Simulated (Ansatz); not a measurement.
**Hf: one change and its effect**

System: Hf (P6₃/mmc, 2 atoms in the cell).
Method of run 1: Kohn-Sham DFT of a periodic cell, LDA, Ansatz PAW, no spin polarisation (Ansatz 0.2.0).

The structure derives from an entry of the Crystallography Open Database. Text and figures count atoms from 1; the logs count them from 0 in places.

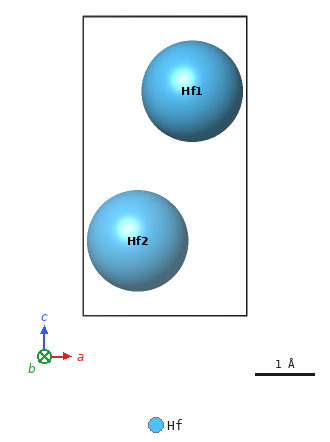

Fig. 1: The structure as given in the input (spheres-only view of the cell of the calculation, along the b axis; atoms are numbered from 1 in the order of the input).

**Input, run 1**
```yaml
crystal:
  lattice:
    - [3.2593963094, 0.0, 0.0]
    - [-1.6296981547, 2.822720005, 0.0]
    - [0.0, 0.0, 5.1569977332]
  atoms:
    - { symbol: Hf, position: [0.6666666667, 0.3333333333, 0.75] }
    - { symbol: Hf, position: [0.3333333333, 0.6666666667, 0.25] }
hamiltonian:
  xc: lda
  pseudopotentials: { kind: paw }
kpoints:
  mp_grid: { grid: [10, 10, 5] }
scf:
  occupations: { method: fermi_dirac, width: 0.05 }
output:
  forces: true
  stress: true
  eigenvalues: true
```

Command:
```bash
ansatz run input.yaml --threads 2 --pin off --max-ram 5632MiB --backend cpu --events-out ev --progress --plain --runs-dir out
```

Hardware: 2 threads of Arm Neoverse V1, 24 GiB of memory available, shared host.

**Output, shortened to warnings, some set-up lines, iterations and results (run 1)**
```
Basis set: ecut = 420 eV, 965 PW (Γ)
Symmetry: 24 space group operations
k-points: 42 of 500
Initial density: superposition of atomic densities (neutral atoms: chi_scale 0, normalization atom), corrected by the library's trained network
[...]
SCF iter   1: F=—  HF=-30953.471900 eV  |F-HF|=—  |Δ(HF+E_count)|=         —  Δρ=4.55e-3  dr2=5.79e-3  ethr=1.77e-3  ⟨swp⟩=4.6  Hψ=4457  notcnv=0
SCF iter   2: F=—  HF=-30953.471573 eV  |F-HF|=—  |Δ(HF+E_count)|=   3.27e-4  Δρ=2.82e-3  dr2=2.55e-3  ethr=1.11e-5  ⟨swp⟩=2.2  Hψ=2486  notcnv=0
SCF iter   3: F=—  HF=-30953.471535 eV  |F-HF|=—  |Δ(HF+E_count)|=   3.80e-5  Δρ=1.07e-3  dr2=6.20e-4  ethr=4.90e-6  ⟨swp⟩=2.1  Hψ=1940  notcnv=0
SCF iter   4: F=—  HF=-30953.471221 eV  |F-HF|=—  |Δ(HF+E_count)|=   3.15e-4  Δρ=3.60e-4  dr2=3.86e-5  ethr=1.19e-6  ⟨swp⟩=2.1  Hψ=2397  notcnv=0
SCF iter   5: F=—  HF=-30953.471216 eV  |F-HF|=—  |Δ(HF+E_count)|=   4.52e-6  Δρ=5.75e-5  dr2=1.89e-6  ethr=7.42e-8  ⟨swp⟩=2.3  Hψ=2445  notcnv=0
SCF iter   6: F=—  HF=-30953.471215 eV  |F-HF|=—  |Δ(HF+E_count)|=   9.94e-7  Δρ=1.73e-5  dr2=1.52e-7  ethr=3.64e-9  ⟨swp⟩=2.3  Hψ=2287  notcnv=0
SCF iter   7: F=-30953.471215 eV  HF=-30953.471215 eV  |F-HF|=2.64e-9  |Δ(HF+E_count)|=   5.13e-8  Δρ=3.46e-6  dr2=6.19e-9  ethr=1.92e-10  ⟨swp⟩=6.2  Hψ=5947  notcnv=0
SCF 1 converged in 7 iterations: F = -30953.471215 eV  dr2 = 6.19e-9
SCF converged after 7 iterations
Free energy (F): -30953.471215 eV
Harris-Foulkes:  -30953.471215 eV  (|F-HF|=2.64e-9)
Internal energy: -30953.458205 eV  (E = F + TS)
E sigma→0 (E₀):  -30953.464710 eV
Entropy (-TS):   -0.013010 eV (-6.505 meV/atom)
Fermi energy:    18.315523 eV
--- Per-component energies (eV) ---
  E_band       = -16.787812
  E_kinetic    = 844.880089
  E_local      = -10485.600019  (includes V_loc(G=0)·N_el)
  E_nonlocal   = -2466.453044
  E_hartree    = 4895.113258
  E_xc         = -593.069692
  E_vxc        = -530.420879  (∫ρ·V_xc dr)
  E_paw        = -13370.392368  (= ΣΔE_a)
  E_vpaw       = 2830.583735  (= ΣTr[D̂ρ^β])
  E_aug_tail   = -0.000003  (compensation charges beyond the density's cutoff)
  E_ewald      = -9782.850911
  E_core_change = 4.914485  (= ΣΔE_core)
  E_smearing   = -0.013010  (= −TS)
  E_closure    = -0.000000  (closes the sum)
  Σ components = -30953.471215   (vs F -30953.471215, Δ=0.00e0)
--- Forces (eV/Å), atoms counted from 1 ---
  atom   1  Hf     0.00000000     0.00000000     0.00000000
  atom   2  Hf     0.00000000    -0.00000000    -0.00000000
  max |Σ_I F_I| component: 2.78e-17 eV/Å
--- Stress (GPa, compression-positive) ---
      -12.383164       0.000000      -0.000000
        0.000000     -12.383164      -0.000000
       -0.000000      -0.000000     -13.111975
  P = ⅓ Tr σ = -12.6261 GPa (-126.261 kbar)
```

The input of run 2 differs as follows (lines with − go, lines with + come):
```diff
-  xc: lda
+  xc: r2scan
```

Predict how the results change.

The total energies belong to different methods, so their difference says nothing on which is more stable or more accurate. The pressure goes from −12.63 to −5.88 GPa. The functional changes from LDA to r2SCAN. The number of SCF iterations is the same. The default cutoff goes from 420 to 500 eV with the change. The plane waves at Γ go from 965 to 1177.

**Output, shortened to warnings, some set-up lines, iterations and results (run 2)**
```
Basis set: ecut = 500 eV, 1177 PW (Γ), exchange–correlation on 96×96×160 points (64 copies of the dense FFT grid, shifted against one another)
Symmetry: 24 space group operations
k-points: 42 of 500
Initial density: superposition of atomic densities (neutral atoms: chi_scale 0, normalization atom), corrected by the library's trained network
[...]
SCF iter   1: F=—  HF=-31466.063514 eV  |F-HF|=—  |Δ(HF+E_count)|=         —  Δρ=9.01e-3  dr2=2.12e-2  dr2_τ=3.75e-2  ethr=1.77e-3  ⟨swp⟩=3.7  Hψ=4353  notcnv=0
SCF iter   2: F=—  HF=-31466.069284 eV  |F-HF|=—  |Δ(HF+E_count)|=   5.77e-3  Δρ=4.18e-3  dr2=5.87e-3  dr2_τ=1.77e-3  ethr=4.07e-5  ⟨swp⟩=2.8  Hψ=3416  notcnv=0  defer=6
SCF iter   3: F=—  HF=-31466.069262 eV  |F-HF|=—  |Δ(HF+E_count)|=   2.15e-5  Δρ=3.38e-3  dr2=3.72e-3  dr2_τ=3.04e-4  ethr=1.13e-5  ⟨swp⟩=2.5  Hψ=2503  notcnv=0  defer=6
SCF iter   4: F=—  HF=-31466.070891 eV  |F-HF|=—  |Δ(HF+E_count)|=   1.63e-3  Δρ=3.98e-4  dr2=6.86e-5  dr2_τ=5.52e-6  ethr=7.15e-6  ⟨swp⟩=2.0  Hψ=2386  notcnv=0  defer=6
SCF iter   5: F=—  HF=-31466.070879 eV  |F-HF|=—  |Δ(HF+E_count)|=   1.21e-5  Δρ=1.22e-4  dr2=8.53e-6  dr2_τ=5.20e-7  ethr=1.32e-7  ⟨swp⟩=2.0  Hψ=2108  notcnv=0  defer=6
SCF iter   6: F=—  HF=-31466.070879 eV  |F-HF|=—  |Δ(HF+E_count)|=   3.47e-7  Δρ=3.06e-5  dr2=4.26e-7  dr2_τ=5.88e-8  ethr=1.64e-8  ⟨swp⟩=2.0  Hψ=2435  notcnv=0  defer=6
SCF iter   7: F=-31466.070879 eV  HF=-31466.070879 eV  |F-HF|=1.69e-8  |Δ(HF+E_count)|=   4.35e-8  Δρ=8.52e-6  dr2=4.15e-8  dr2_τ=4.67e-9  ethr=1.92e-10  ⟨swp⟩=5.9  Hψ=5798  …
SCF 1 converged in 7 iterations: F = -31466.070879 eV  dr2 = 4.15e-8
SCF converged after 7 iterations
Free energy (F): -31466.070879 eV
Harris-Foulkes:  -31466.070879 eV  (|F-HF|=1.69e-8)
Internal energy: -31466.057437 eV  (E = F + TS)
E sigma→0 (E₀):  -31466.064158 eV
Entropy (-TS):   -0.013442 eV (-6.721 meV/atom)
Fermi energy:    18.587466 eV
--- Per-component energies (eV) ---
  E_band       = -31.085844
  E_kinetic    = 844.025927
  E_local      = -10457.611972  (includes V_loc(G=0)·N_el)
  E_nonlocal   = -2498.107210
  E_hartree    = 4895.980924
  E_xc         = -564.949571
  E_vxc        = -583.924838  (∫ρ·V_xc dr)
  E_paw        = -13903.187665  (= ΣΔE_a)
  E_vpaw       = 2843.827586  (= ΣTr[D̂ρ^β])
  E_aug_tail   = -0.000002  (compensation charges beyond the density's cutoff)
  E_vtau       = 28.746945  (kinetic-family band-sum trace: ∫τ·v_τ [+ j·A + Jᵃ·Aᵃ] dr)
  E_ewald      = -9782.850911
  E_core_change = 0.643044  (= ΣΔE_core)
  E_smearing   = -0.013442  (= −TS)
  E_closure    = 0.000000  (closes the sum)
  Σ components = -31466.070879   (vs F -31466.070879, Δ=0.00e0)
--- Forces (eV/Å), atoms counted from 1 ---
  atom   1  Hf     0.00000000     0.00000000     0.00000000
  atom   2  Hf     0.00000000    -0.00000000    -0.00000000
  max |Σ_I F_I| component: 5.55e-17 eV/Å
--- Stress (GPa, compression-positive) ---
       -5.718036      -0.000000      -0.000000
       -0.000000      -5.718036      -0.000000
       -0.000000      -0.000000      -6.200598
  P = ⅓ Tr σ = -5.8789 GPa (-58.789 kbar)
```

**The two runs side by side**

| quantity | run 1 | run 2 |
| --- | --- | --- |
| outcome | converged | converged |
| free energy per atom (eV) | −15476.7356 | −15733.0354 |
| energy per atom, smearing taken to zero (eV) | −15476.7324 | −15733.0321 |
| gap on the mesh (eV) | 0.00 | 0.00 |
| pressure (GPa) | −12.63 | −5.88 |
| largest force (eV/Å) | 0.000 | 0.000 |
| SCF iterations | 7 | 7 |
| irreducible k-points | 42 | 42 |
| plane waves at Γ | 965 | 1177 |
| wall time (shared host) | 1.7 s | 4.2 s |

For both runs: Spin–orbit coupling is left out, which matters for Hf. For run 1: The cell is under a tension of 12.6 GPa at this level, so it is not at its equilibrium volume. For run 2: The cell is under a tension of 5.9 GPa at this level, so it is not at its equilibrium volume.
